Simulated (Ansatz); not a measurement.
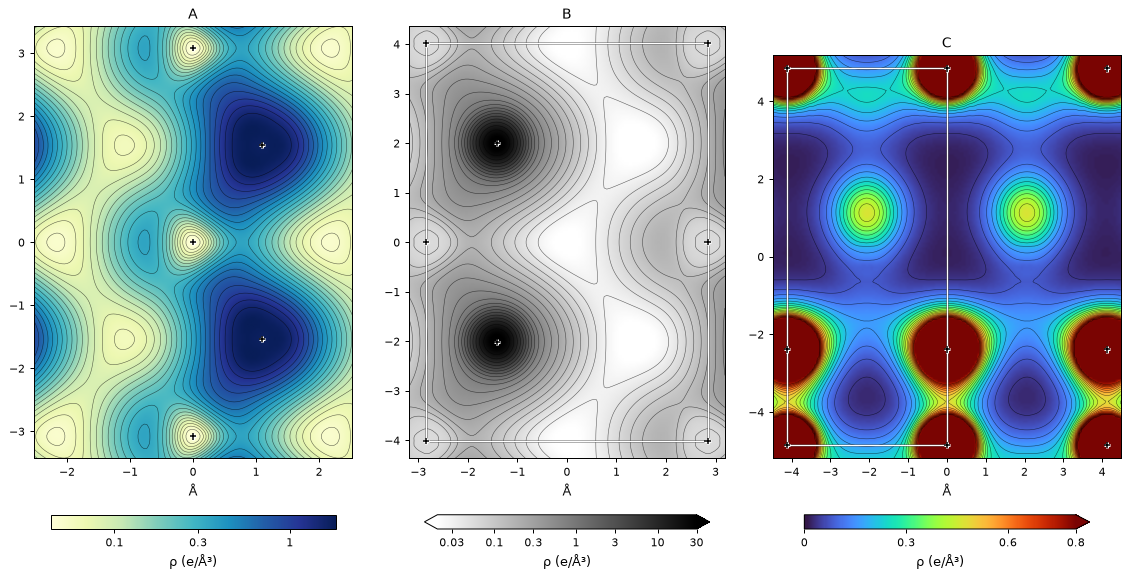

The valence charge density (pseudo) of 3 systems, each on a plane through atoms (crosses mark nuclei in the plane).

These are results of DFT, r2SCAN, plane waves, PAW (Ansatz), not measurements.

System 1: GaAs, the (010) plane of the conventional cell. Space group R3m; started from the zincblende prototype, which need not be the ambient phase; changed on purpose from its base cell (epitaxial 111 strain +3.0%); computed pressure about −3 GPa in this cell.

```
Ga As
1.0
     2.91808    0.00000   -2.91808
    -2.91808    2.91808    0.00000
     5.59785    5.59785    5.59785
Ga As
3 3
Cartesian
  2.8291 2.8290 -0.0890
  2.7496 5.6677 2.7497
  5.5883 5.5883 5.5883
  1.4090 1.4090 1.4090
  4.2477 4.2476 1.3296
  4.1682 7.0863 4.1683
```

System 2: AlAs, the (101) plane of the conventional cell. Space group F-43m; started from the zincblende prototype, which need not be the ambient phase.

```cif
data_structure
_symmetry_space_group_name_H-M 'P 1'
_symmetry_Int_Tables_number 1
_cell_length_a 5.6778
_cell_length_b 5.6778
_cell_length_c 5.6778
_cell_angle_alpha 90.000
_cell_angle_beta 90.000
_cell_angle_gamma 90.000
_cell_volume 183.04
loop_
_atom_site_label
_atom_site_type_symbol
_atom_site_fract_x
_atom_site_fract_y
_atom_site_fract_z
_atom_site_occupancy
Al1 Al 0.50000 0.50000 0.00000 1
Al2 Al 0.00000 0.50000 0.50000 1
Al3 Al 0.00000 0.00000 0.00000 1
Al4 Al 0.50000 0.00000 0.50000 1
As1 As 0.25000 0.75000 0.25000 1
As2 As 0.75000 0.75000 0.75000 1
As3 As 0.75000 0.25000 0.25000 1
As4 As 0.25000 0.25000 0.75000 1
```

System 3: SiC, the (101) plane of the conventional cell. Space group F-43m; started from the zincblende prototype, which need not be the ambient phase.

### Match each panel to its system.

Panel A is system 3, SiC: the plane holds Si and C. Si–C (1.89 Å): ρ at the midpoint is about 0.9 e/Å³. Panel B is system 2, AlAs: the plane holds Al and As. Al–As (2.46 Å): ρ at the midpoint is about 0.48 e/Å³. Panel C is system 1, GaAs: the plane holds Ga and As. Ga–As (2.46 Å): ρ at the midpoint is about 0.5 e/Å³.
